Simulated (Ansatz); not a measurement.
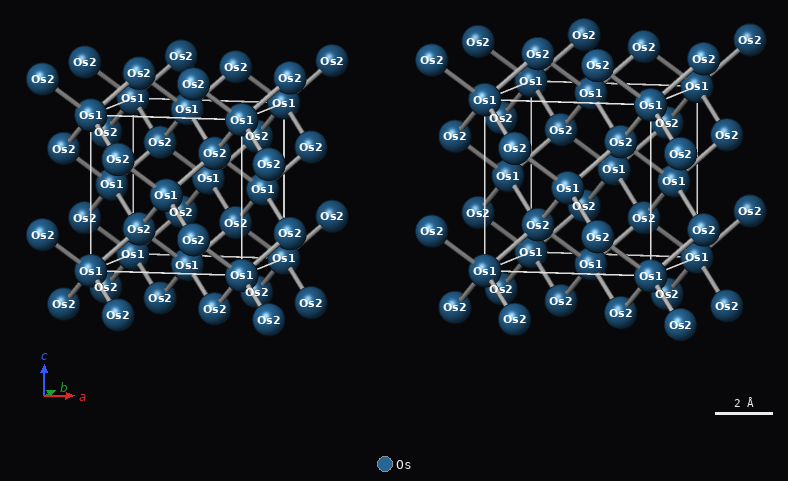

Two geometries of crystalline Os (a generated structure, set up in Fd-3m), drawn at one scale. One is the start of a relaxation, the other its converged end. A ball-and-stick model of the conventional cell (4 times the calculation's cell), seen slightly off an axis. Lengths and directions refer to the drawn axes.

Computed with DFT, PBE, PAW with Ansatz's default frozen-core files, scalar-relativistic (Ansatz). Settings: plane-wave cutoff 420 eV; k-point mesh 10 × 10 × 10; occupations fermi dirac; smearing width 0.08 eV; no spin polarisation; cell and atoms relaxed; force threshold 0.005 eV/Å; at most 80 steps.

### Which of the two is the end point?

The left one is the relaxed one. Case: cell and atoms relaxed from a first guess. Over 4 accepted moves (5 points after the start) the energy falls by 853 meV per atom. All forces vanish by symmetry, so only the cell relaxes. Pressure: −29.48 GPa at the start and −0.01 GPa at the end. The SCF was repeated once at an unchanged geometry on a basis and grid sized afresh for the cell, which shifted the energy by 2.3 meV per atom at most. The atoms keep their places relative to the cell (all moves are under 0.005 Å). The volume changes by −24.7 %, with a = b = c 6.107 → 5.557 Å (−9.0 %). Near-neighbour distances that change, for instance: Os1–Os2 2.644 → 2.406 Å. The space group stays Fd-3m (No. 227).
